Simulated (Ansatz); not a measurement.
K2S and related structures: several calculations on one system

Part 1: Relaxation

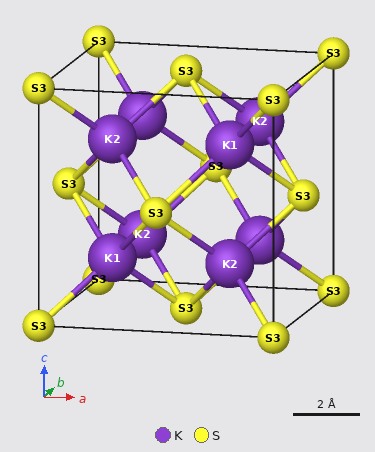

Crystalline K$_{2}$S (set up in Fm-3m), before the relaxation. A ball-and-stick model of the conventional cell (4 times the calculation's cell), seen slightly off an axis. Lengths and directions refer to the drawn axes.

The calculation used DFT PBE, scalar-relativistic, plane waves, PAW (Ansatz 0.2.0).

Input
```yaml
crystal:
  lattice:
    - [0.0, 3.6955, 3.6955]
    - [3.6955, 0.0, 3.6955]
    - [3.6955, 3.6955, 0.0]
  atoms:
    - { symbol: K, position: [0.25, 0.25, 0.25] }
    - { symbol: K, position: [0.75, 0.75, 0.75] }
    - { symbol: S, position: [0.0, 0.0, 0.0] }
basis:
  ecutwfc: 420
kpoints:
  mp_grid: { grid: [6, 6, 6] }
hamiltonian:
  xc: pbe
scf:
  occupations: { method: gaussian, width: 0.02 }
output:
  forces: true
  stress: true
  eigenvalues: true
relax:
  adjacent_minimum: "off"
  f_tol: 0.005
  max_steps: 80
  cell: { stress_tol: 0.05 }
```

Launched with:
```bash
ansatz run input.yaml --threads 4 --pin off --max-ram 9216MiB --backend cpu --events-out ev --progress --plain --runs-dir out
```

Where does the relaxation end?

After 2 accepted moves (3 points after the start) the energy has fallen by 1.7 meV per atom. All forces vanish by symmetry, so only the cell relaxes. The pressure goes from 0.57 to 0.01 GPa. The SCF was repeated once at an unchanged geometry on a basis and grid sized afresh for the cell, which shifted the energy by less than 0.05 meV per atom at most. No atom moves by more than 0.005 Å relative to the cell. The volume changes by +2.9 %, with a = b = c 7.391 → 7.461 Å (+1.0 %). Near-neighbour distances that change, for instance: K1–S3 3.200 → 3.231 Å. The space group stays Fm-3m (No. 225).

After the run, drawn alike:

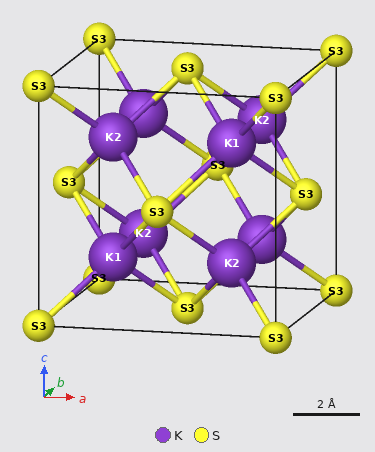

Part 2: Relaxation

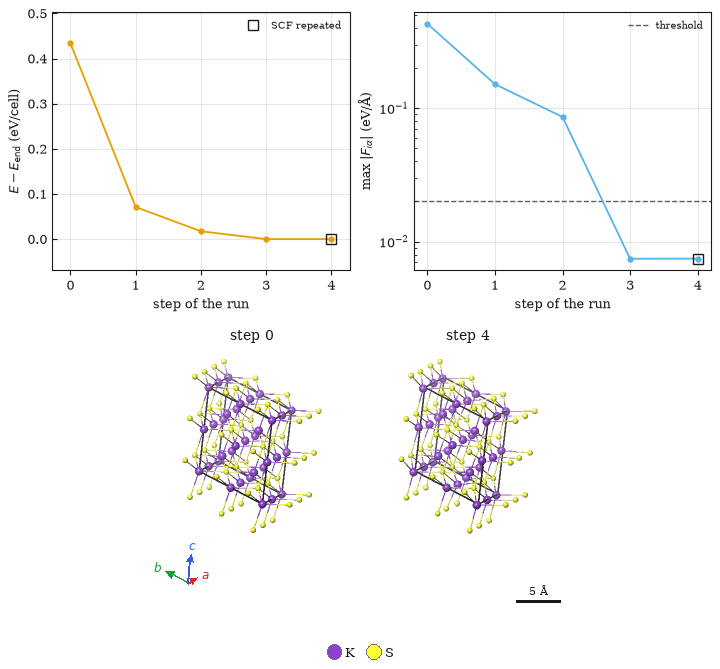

First and last geometry of a relaxation of a defect cell of composition K15S8 (cell charge −1), with the history of the run. A ball-and-stick model of the cell of the calculation (origin shifted), seen from a free direction.

Case: K vacancy, atoms relaxed.

Method: Ansatz 0.2.0, DFT PBE, scalar-relativistic, plane waves, PAW. Settings: plane-wave cutoff 420 eV; k-point mesh 4 × 4 × 4; occupations gaussian; smearing width 0.05 eV; no spin polarisation; atoms relaxed in a fixed cell; force threshold 0.02 eV/Å; at most 50 steps.

What do the curves and the structures tell?

Answer. It converged. The largest moves, 0.25 Å, are those of K atoms. By element the largest moves are K 0.25 Å, S 0.12 Å. The lattice vectors keep their values. Near-neighbour distances that change, for instance: K–S 3.231 → 3.389 Å, K–S 3.231 → 3.109 Å, K–S 3.231 → 3.141 Å, K–S 3.231 → 3.172 Å. Among the angles between lasting bonds that change: S–K–S 109.5° → 121.3°, S–K–S 109.5° → 103.0°, S–K–S 109.5° → 106.3°. Over 3 accepted moves (4 points after the start) the energy falls by 0.434 eV per cell of the calculation. Largest force component: 0.43 eV/Å at the start, 0.0075 eV/Å at the end. 1 step only repeated the SCF at the same geometry. Cost: 2 min on 4 threads of Arm Neoverse V1 (shared host), peak memory 2.2 GiB.

Limits of the set-up: the cell is charged, on a uniform background, and energies carry no finite-size correction.

Part 3: Vacancy jump

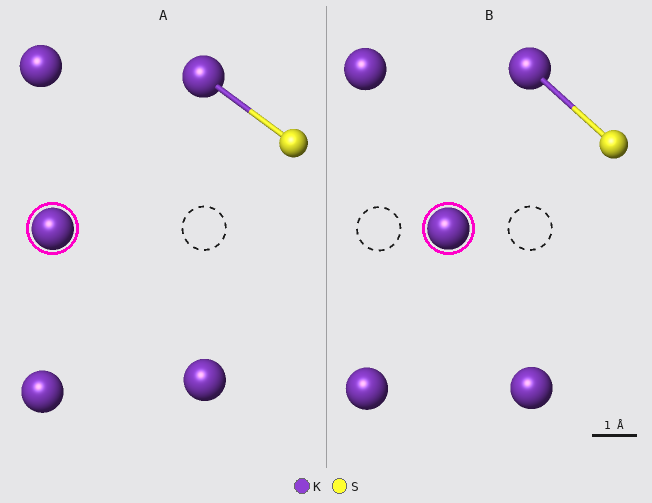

A vacancy jump of potassium in K$_{2}$S (Fm-3m phase), in a cell of charge −1 (on a uniform background) with 23 atoms, whose images lie 10.6 Å apart. One frame is the relaxed vacancy; in the other the neighbouring K atom (ringed) was set half-way along its jump of 3.73 Å and all atoms were relaxed in the symmetry of that start. Dashed circles mark empty sites. The picture is a ball-and-stick view of the slice 3.8 Å thick through the jump, out to 4.7 Å from its middle, seen across the jump.

All numbers below come from Ansatz, DFT PBE, scalar-relativistic, plane waves, PAW. (plane-wave cutoff 420 eV; k-point mesh 4 × 4 × 4; occupations gaussian; smearing width 0.05 eV; no spin polarisation; atoms relaxed in a fixed cell; force threshold 0.02 eV/Å).

Q: What does the half-way point cost?

A: Frame B is the half-way start after relaxation. It lies 0.32 eV above the relaxed vacancy. The atom stays half-way, on the straight line. The symmetry of the start was kept and can hold it there, so for a path with one hump at the middle this is the barrier or an upper bound to it. There it has 2 S as nearest neighbours, the closest at 2.92 Å. The gap on the mesh is 2.19 eV with the relaxed vacancy and 2.09 eV half-way.

Limits of the set-up: the cell is charged, on a uniform background, and energies carry no finite-size correction.
